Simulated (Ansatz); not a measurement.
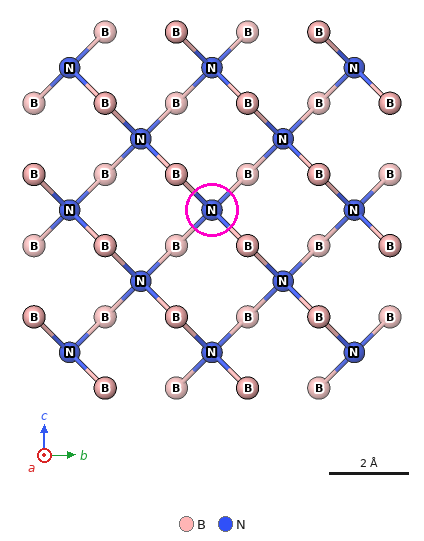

Perfect BN. The picture is a ball-and-stick view of the atoms within 5.4 Å of one point, in a slice 3.4 Å thick across the line of sight, seen along the a axis.

Level of theory: DFT, PBEsol, PAW, plane waves (Ansatz). (plane-wave cutoff 420 eV; k-point mesh 1 × 1 × 1; mesh shifted by (0.25, 0.25, 0.25); collinear spin) Fermi-Dirac smearing of 0.01 eV. A uniform background neutralises the charged cell. The axes drawn are those of the host's conventional cell.

A nitrogen atom is replaced by boron at the ringed place, in charge state +1. The supercell has 64 sites, and the atoms are relaxed at the host's cell.

How do the neighbours respond?

Answer. In the host the N atom has 4 B at 1.56 Å; the B atom ends with 3 B at 1.58 to 1.68 Å. Of the host's atoms, a boron atom moves furthest from its site, by 0.21 Å. The B atom itself moves 0.21 Å from where it was put. The cell's net moment is 1.00 μB.

The relaxed defect, seen from the same direction:

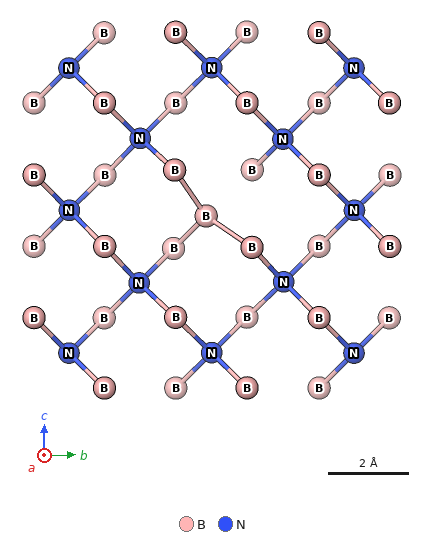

Limits of the set-up: the periodic images lie only 7.2 Å apart, so the values are limited by the cell's size; the cell is charged, on a uniform background, and energies carry no finite-size correction.
